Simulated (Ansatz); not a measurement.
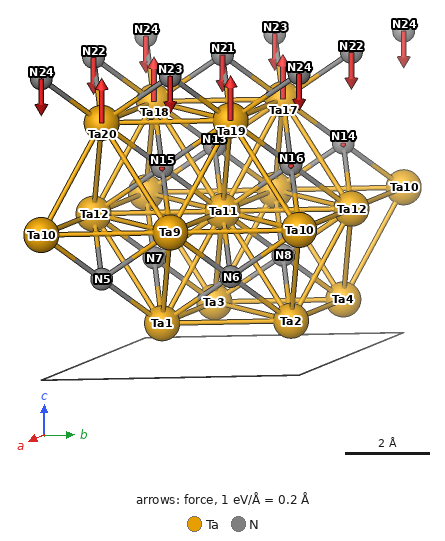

Starting geometry of a slab of composition TaN (cut from the Fm-3m phase) with the computed forces as red arrows. Style: ball-and-stick. Shown: the cell of the calculation, outlined in the plane, without the vacuum (origin shifted), slightly off an axis.

Case: clean slab, lower planes held. The slab is the (1 1 1) face of TaN. 12 atoms are held fixed.

All numbers below come from DFT PBE+D3(BJ), scalar-relativistic, plane waves, PAW in Ansatz.

Input
```yaml
crystal:
  lattice:
    - [6.2014901218, 0.0, 0.0]
    - [-3.1007450609, 5.3706479868, 0.0]
    - [0.0, 0.0, 22.3293693514]
  atoms:
    - { symbol: Ta, position: [0.1666666667, 0.3333333333, 0.3582725456] }
    - { symbol: Ta, position: [0.1666666667, 0.8333333333, 0.3582725456] }
    - { symbol: Ta, position: [0.6666666667, 0.3333333333, 0.3582725456] }
    - { symbol: Ta, position: [0.6666666667, 0.8333333333, 0.3582725456] }
    - { symbol: "N", position: [0.3333333333, 0.1666666667, 0.4149635274] }
    - { symbol: "N", position: [0.3333333333, 0.6666666667, 0.4149635274] }
    - { symbol: "N", position: [0.8333333333, 0.1666666667, 0.4149635274] }
    - { symbol: "N", position: [0.8333333333, 0.6666666667, 0.4149635274] }
    - { symbol: Ta, position: [0.5, 0.5, 0.4716545091] }
    - { symbol: Ta, position: [0.5, 0.0, 0.4716545091] }
    - { symbol: Ta, position: [0.0, 0.5, 0.4716545091] }
    - { symbol: Ta, position: [0.0, 0.0, 0.4716545091] }
    - { symbol: "N", position: [0.6666666667, 0.3333333333, 0.5283454909] }
    - { symbol: "N", position: [0.6666666667, 0.8333333333, 0.5283454909] }
    - { symbol: "N", position: [0.1666666667, 0.3333333333, 0.5283454909] }
    - { symbol: "N", position: [0.1666666667, 0.8333333333, 0.5283454909] }
    - { symbol: Ta, position: [0.8333333333, 0.6666666667, 0.5850364726] }
    - { symbol: Ta, position: [0.8333333333, 0.1666666667, 0.5850364726] }
    - { symbol: Ta, position: [0.3333333333, 0.6666666667, 0.5850364726] }
    - { symbol: Ta, position: [0.3333333333, 0.1666666667, 0.5850364726] }
    - { symbol: "N", position: [0.0, 0.5, 0.6417274544] }
    - { symbol: "N", position: [0.0, 0.0, 0.6417274544] }
    - { symbol: "N", position: [0.5, 0.5, 0.6417274544] }
    - { symbol: "N", position: [0.5, 0.0, 0.6417274544] }
basis:
  ecutwfc: 420
kpoints:
  mp_grid: { grid: [4, 4, 1] }
hamiltonian:
  xc: pbe
  dispersion: d3bj
scf:
  occupations: { method: gaussian, width: 0.1 }
output:
  forces: true
  eigenvalues: true
  write_density: true
  write_potential: true
  elf: true
  volumetric_format: npy
relax:
  adjacent_minimum: "off"
  f_tol: 0.03
  max_steps: 70
  constraints: [{ sites: [0, 1, 2, 3, 4, 5, 6, 7, 8, 9, 10, 11] }]
efield:
  axis: 3
  dipole_correction: true
  ramp_width: 0.04
```

Launched with:
```bash
ansatz run input.yaml --threads 4 --pin off --max-ram 10240MiB --backend cpu --events-out ev --progress --plain --runs-dir out
```

**Is this structure relaxed? If not, where do the atoms go?**

It isn't relaxed: the largest force vector, on Ta atoms, is 5.51 eV/Å. The atoms end up moving mostly along the starting forces (cosine between the two patterns 0.94). The energy falls by 3.656 eV per cell of the calculation in 4 geometry steps. The largest force component goes from 5.5 to 0.003 eV/Å. The largest moves, 0.22 Å, are those of N21, N22, N23 and N24. N21 goes along the normal (−c). Largest moves by element: N 0.22 Å, Ta 0.13 Å. The lattice vectors keep their values. Among the contacts that change: Ta17–N21 2.193 → 2.012 Å, Ta10–Ta18 3.101 → 3.208 Å, N13–Ta17 2.193 → 2.271 Å. Bond angles that change, for instance: Ta17–N23–Ta19 90.0° → 100.8°, Ta17–N16–Ta19 90.0° → 86.1°, Ta10–N16–Ta17 180.0° → 177.3°. Cost: 80 s on 4 threads of Arm Neoverse V1 (shared host), peak memory 1.7 GiB.
